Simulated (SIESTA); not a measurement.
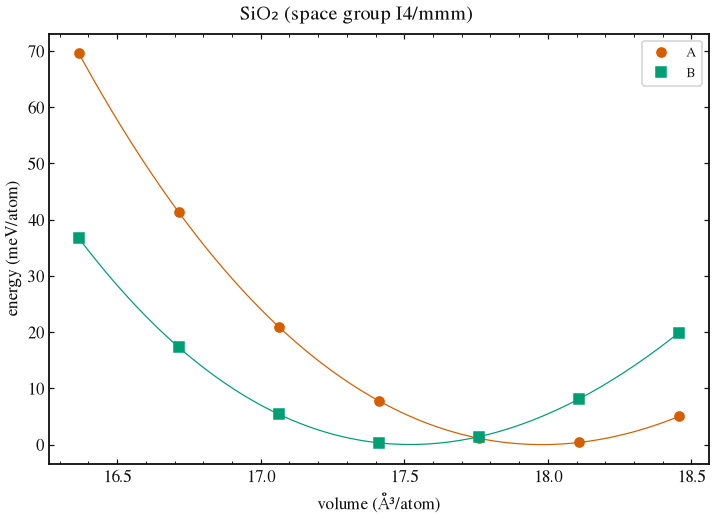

Plotted: energy against volume, with one curve for each functional, for SiO₂ (space group I4/mmm). The labels are replaced by letters. In alphabetical order the cases are: LDA; PBEsol.

Computed with SIESTA 5.4.2: DFT in numerical atomic orbitals with pseudopotentials, no spin polarisation; energies at scaled volumes of the given cell, shape and fractions fixed, counted from the fit's minimum, third-order Birch-Murnaghan fit. All runs: no spin polarisation.

k mesh 4×4×4; occupations Fermi–Dirac; smearing width 0.05 eV; potentials PseudoDojo 0.4 standard, converted to PSML, two zetas on semicore shells.

Question: Which letter stands for which functional?

Answer: A: PBEsol; B: LDA.

Limits of the calculation: mulliken charges of long orbitals; shape and atomic fractions are frozen while scaling, which makes layered, chain and framework solids too stiff.
